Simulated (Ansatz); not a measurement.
Consider HC8 (distorted or defective cell).

Input

```
crystal:
  lattice:
    - [-2.4649574482, 1.4231438463, -3.3582191041]
    - [2.4649574482, 1.4231438463, -3.3582191041]
    - [0.0, -2.8462876925, -3.3582191041]
  atoms:
    - { symbol: C, position: [0.3333933113, 0.8333933113, 0.3333933113] }
    - { symbol: C, position: [0.8333933113, 0.3333933113, 0.3333933113] }
    - { symbol: C, position: [0.3333933113, 0.3333933113, 0.8333933113] }
    - { symbol: C, position: [0.8333933113, 0.8333933113, 0.8333933113] }
    - { symbol: C, position: [0.6666066887, 0.1666066887, 0.6666066887] }
    - { symbol: C, position: [0.1666066887, 0.6666066887, 0.6666066887] }
    - { symbol: C, position: [0.6666066887, 0.6666066887, 0.1666066887] }
    - { symbol: C, position: [0.1666066887, 0.1666066887, 0.1666066887] }
    - { symbol: H, position: [0.9582733554, -0.4583933113, 0.999940022] }
basis:
  ecutwfc: 420
kpoints:
  mp_grid: { grid: [6, 6, 6] }
hamiltonian:
  xc: pbe
  pseudopotentials: { kind: paw, azcp: { folder: soft_1 } }
  dispersion: d3bj
scf:
  occupations: { method: gaussian, width: 0.05 }
output:
  forces: true
  stress: true
  eigenvalues: true
  write_density: true
  write_potential: true
  elf: true
  volumetric_format: npy
relax:
  adjacent_minimum: "off"
  f_tol: 0.03
  max_steps: 40
```

Launched as:

```sh
ansatz run input.yaml --threads 4 --pin off --max-ram 8192MiB --backend cpu --events-out ev --progress --plain --runs-dir out
```

The fields are those of the run's last geometry, not of the input's.

Computed pressure about 5 GPa in this cell; computed without spin polarisation; PAW files of the earlier set (soft_1).

Theory: Ansatz, DFT PBE+D3(BJ), scalar-relativistic, plane waves, PAW.

> Predict the valence pseudo-density and electron localisation function between the atoms.

C–H (1.13 Å): ρ at the midpoint is about 1.8 e/Å³; the ELF climbs to about 1 towards the hydrogen, as it does in any bond to H (an ordinary covalent bond to hydrogen).
C–C (1.43 Å): ρ at the midpoint is about 2 e/Å³; the ELF peaks at about 0.95 between the atoms.
C–C (1.47 Å): ρ is about 1.8 e/Å³ halfway; the ELF peaks at about 0.95 between the atoms.

> Metal or insulator at this level of theory?

It is metallic or semimetallic at this level of theory: no gap opens.

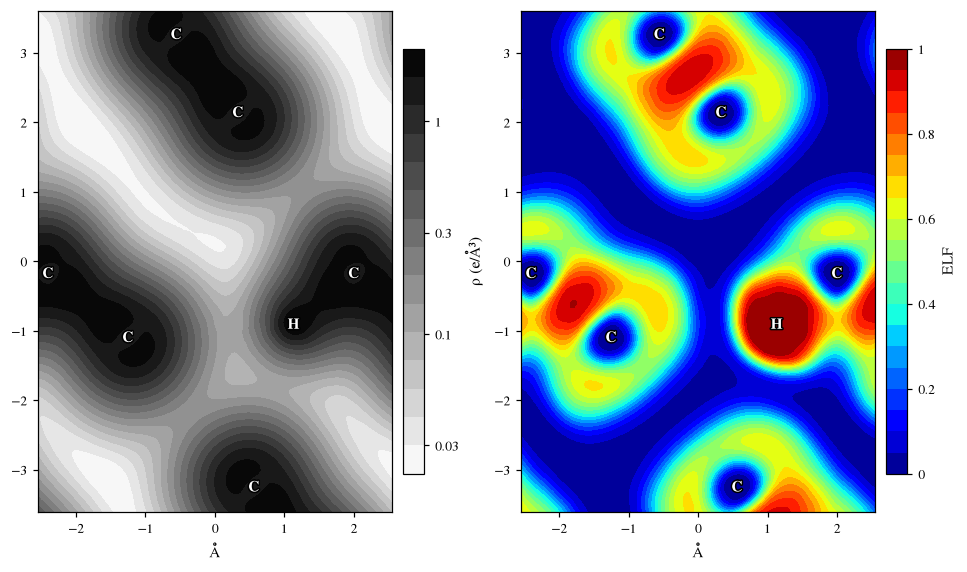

Computed valence pseudo-density and electron localisation function on the (011̄) plane of the calculation cell, in this order. 

The density is the valence pseudo-density of a PAW calculation; it isn't the true density close to the nuclei.
